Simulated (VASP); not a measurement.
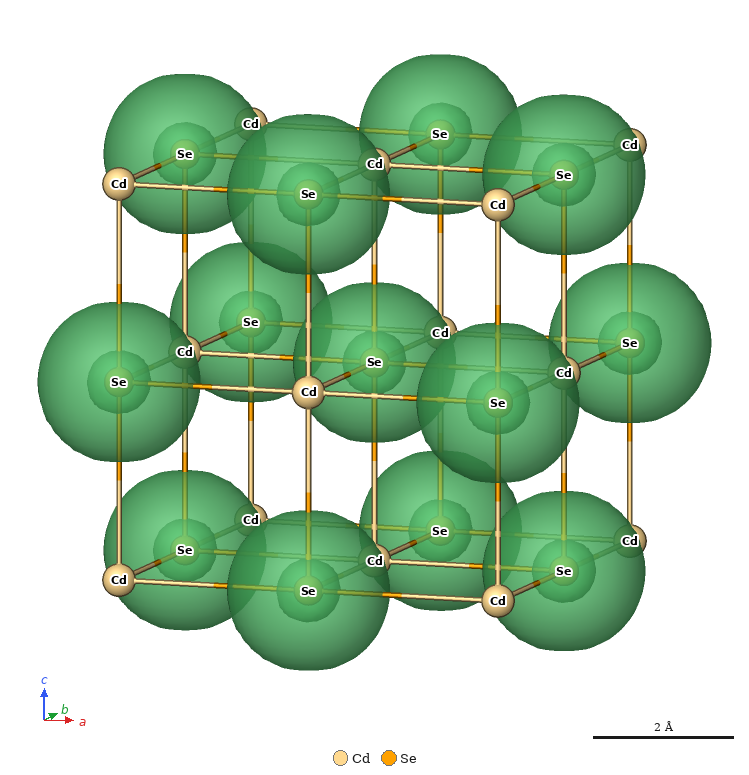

*CdSe. Isosurface of the electron localisation function at 0.75 (green), seen slightly off an axis. Only the valence region is drawn (cores and ρ < 0.01 e/Å³ removed). Sticks mark near contacts.*

Space group Fm-3m; a structure from a database of computed crystals, not necessarily the ambient phase; computed pressure about −5 GPa in this cell.

All numbers below come from VASP 6.6.1, Kohn-Sham DFT of a periodic cell, LDA, VASP PAW LDA potentials, recommended.

In a PAW calculation such maps are meaningful between the atoms, not at the nuclei.

Describe the localisation domains.

Answer. The surface consists of four regions wrapped around Se (the valence shell of each), counted in one cell of 8 atoms. Regions shared between cells count once.

Values along the shortest contacts:
Cd–Se (2.87 Å): the ELF is about 0.30 at the midpoint and 0.15 at its lowest between the atoms.
